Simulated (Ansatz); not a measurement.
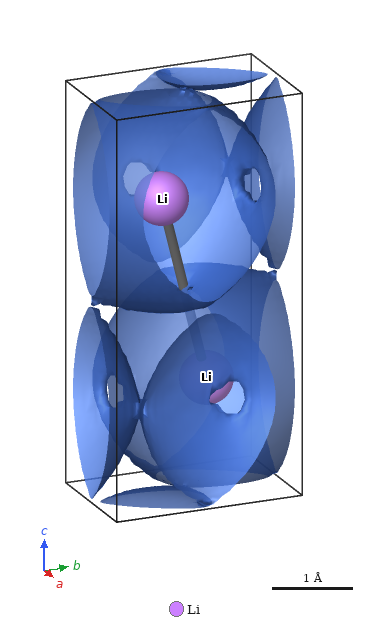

*Li. Isosurface of the ELF at 0.55 (blue), seen slightly off an axis. Only the valence region is drawn (cores and ρ < 0.01 e/Å³ removed). Sticks mark near contacts.*

Space group P6₃/mmc.

These are results of Ansatz 0.2.0, DFT PBEsol, scalar-relativistic, plane waves, PAW, not measurements.

```
CELL_PARAMETERS angstrom
3.11100 0.00000 0.00000
-1.55550 2.69421 0.00000
0.00000 0.00000 5.09300
ATOMIC_POSITIONS crystal
Li 0.33333 0.66667 0.25000
Li 0.66667 0.33333 0.75000
```

Where are the electrons localised?

Answer. The ELF exceeds this value in one network that runs through the whole crystal, counted in one cell of 2 atoms. Regions shared between cells count once. There are no localised bonds or lone pairs at this value.

Values along the shortest contacts:
Li–Li (3.11 Å): the ELF reaches about 0.55 near the midpoint.

Does the calculation make it a metal, or give it a gap?

Answer. It is metallic or semimetallic at this level of theory: no gap opens.
